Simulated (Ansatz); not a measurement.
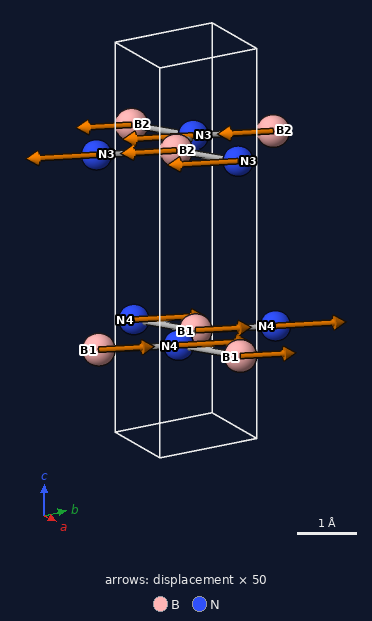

This is a relaxation of crystalline BN (set up in P2_1/m). The starting structure is drawn; orange arrows show the displacements (the part carried along by the change of the cell is left out), 50 times their true length.

Style: ball-and-stick. Shown: the cell of the calculation, slightly off an axis.

Case: uniaxial strain along a of +4.0 %; b, c and atoms relaxed.

Level of theory: Ansatz, DFT r2SCAN, scalar-relativistic, plane waves, PAW. Set-up: plane-wave cutoff 500 eV; k-point mesh 12 × 12 × 4; occupations gaussian; smearing width 0.02 eV; no spin polarisation; cell relaxed at fixed a, angles; force threshold 0.008 eV/Å; at most 40 steps.

> What did the optimiser do to the structure, and how much energy did it gain?

Over 3 accepted moves (4 points after the start) the energy falls by 2.1 meV per cell of the calculation. Largest force component: 0.24 eV/Å at the start, 0.0012 eV/Å at the end. Pressure: −9.50 GPa at the start and −10.12 GPa at the end. The SCF was repeated once at an unchanged geometry on a basis and grid sized afresh for the cell, which shifted the energy by 0.1 meV per cell of the calculation at most. The largest moves relative to the cell, 0.026 Å, are those of N3 and N4. N4 goes along [1 2 0]. By element the largest moves are N 0.026 Å, B 0.020 Å. The drawn cell changes as follows: a unchanged at 2.601 Å, b 2.508 → 2.512 Å (+0.2 %), c 6.806 → 6.872 Å (+1.0 %); the volume changes by +1.1 %. Some distances before and after: B1–N4 1.436 → 1.444 Å. The space group stays Cmcm (No. 63). Cost: 86 s on 1 thread of Arm Neoverse V1, with other jobs on the host, peak memory 0.5 GiB.
